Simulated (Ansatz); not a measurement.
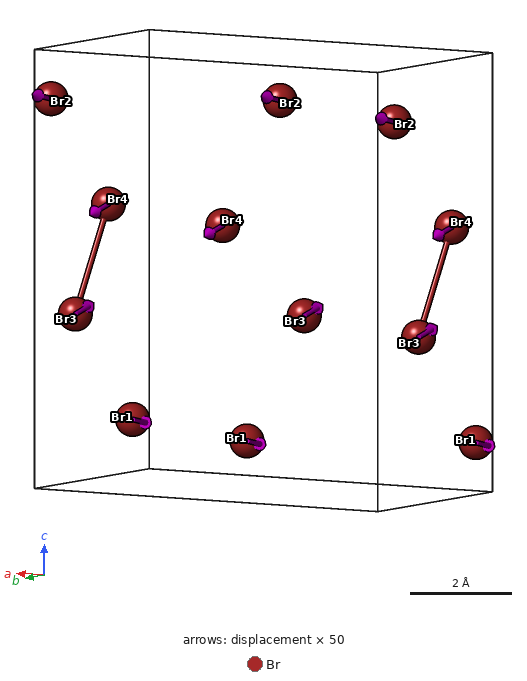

This is a relaxation of crystalline Br (built on the solid type). The starting structure is drawn; purple arrows show the displacements (the part carried along by the change of the cell is left out), magnified 50 times.

The picture is a ball-and-stick view of the conventional cell (2 times the calculation's cell), seen from a free direction. Lengths and directions refer to the drawn axes.

Case: volume 38.462 Å^3/atom.

Level of theory: DFT PBE, spin-orbit coupling, plane waves, PAW in Ansatz. (plane-wave cutoff 420 eV; k-point mesh 6 × 6 × 4; occupations gaussian; smearing width 0.05 eV; spin-orbit; cell relaxed at fixed volume; force threshold 0.04 eV/Å; at most 40 steps)

**Describe the change and its energy.**

The largest moves relative to the cell, 0.015 Å, are those of Br1, Br2, Br3 and Br4. Br4 goes roughly along +b. The drawn cell changes at constant volume: a 8.082 → 8.239 Å (+1.9 %), b 4.318 → 4.279 Å (−0.9 %), c 8.817 → 8.728 Å (−1.0 %). Some distances before and after: Br1–Br2 2.438 → 2.393 Å. The space group stays Cmce (No. 64). After 3 accepted moves (4 points after the start) the energy has fallen by 22.9 meV per cell of the calculation. Largest force component: 0.24 eV/Å at the start, 0.011 eV/Å at the end. Pressure: −0.89 GPa at the start and 0.04 GPa at the end. At 1 point the geometry stayed and the basis and grid were re-selected for the new cell (energy shift of less than 0.05 meV per cell of the calculation at most each time).
